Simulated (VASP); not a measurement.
```yaml
crystal:
  lattice:
    - [2.88014, 0.00000, 2.88014]
    - [-2.88014, 0.00000, 2.88014]
    - [0.00000, -5.67547, 0.00000]
  atoms:
    - { symbol: Ga, position: [0.00000, 0.00000, 0.00000] }
    - { symbol: Ga, position: [0.50000, 0.50000, 0.50000] }
    - { symbol: As, position: [0.00000, 0.50000, 0.75000] }
    - { symbol: As, position: [0.50000, 0.00000, 0.25000] }
```

Space group I-4m2; changed on purpose from its base cell (strained and moved within a subgroup).

Level of theory: Kohn-Sham DFT of a periodic cell, PBE, VASP PAW PBE potentials, recommended (VASP 6.6.1).

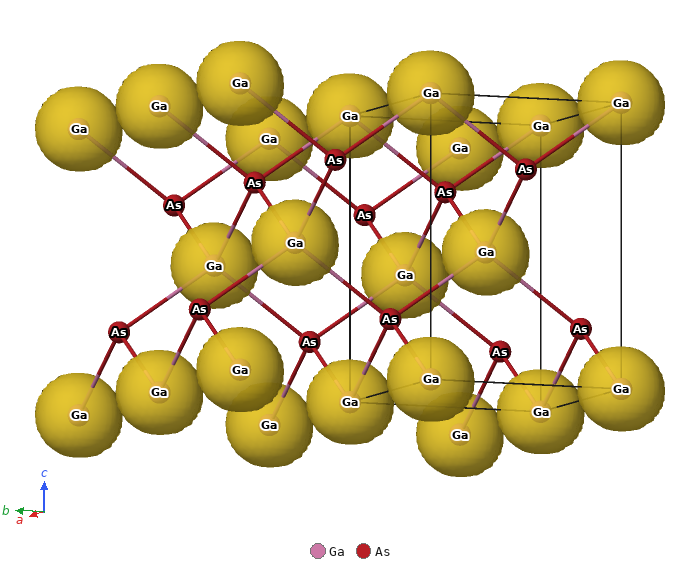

GaAs. Isosurface of the valence charge density (pseudo) at 0.8 e/Å³ (yellow), seen at an oblique angle. Sticks mark near contacts.

Core electrons are frozen (PAW), and the valence fields are smoothed inside the atomic spheres.

> What does this surface tell about the bonding?

At this value the density breaks into separate islands; it holds about 55 % of the electrons treated as valence. It bridges none of the near contacts. It is pinched off along the shortest Ga–As (2.48 Å) contacts. On the grid the lowest density along these lines, outside the cores, is 0.45 e/Å³ (Ga–As, 2.48 Å).
